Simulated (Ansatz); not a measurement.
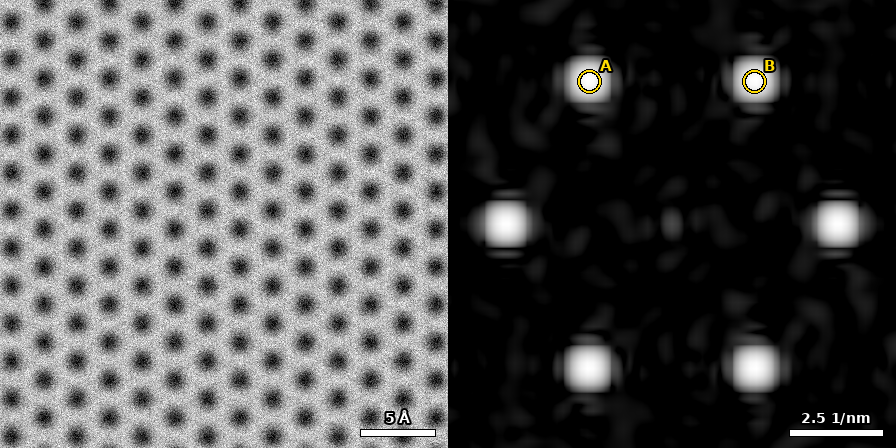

HRTEM-like image of Zn (P6/mmm, No. 191) along [001]. Simulated in the weak-phase-object approximation with neutral-atom potentials: 80 kV, Cs = 20 µm, defocus −110 Å (negative is underfocus), defocus spread 12 Å, aperture 0.78 1/Å. Shot noise was added. Model: the end point of a relaxation with DFT, PBE, plane waves (420 eV) with PAW, scalar-relativistic (Ansatz); the starting structure was generated, so it need not be a known form of this composition.

The right panel is the modulus of the image's Fourier transform on a logarithmic scale.

a = 4.484 Å, b = 4.484 Å, c = 2.686 Å, α = 90.00°, β = 90.00°, γ = 120.00°

> Index the marked spots and give their plane spacings (the zone axis points at the viewer; indices equivalent by symmetry, or all signs reversed, are as good).

A: (-1 -1 0), d = 2.24 Å; B: (-2 1 0), d = 2.24 Å. A and B enclose 60°, and every spot obeys the zone law hu + kv + lw = 0 for [001].
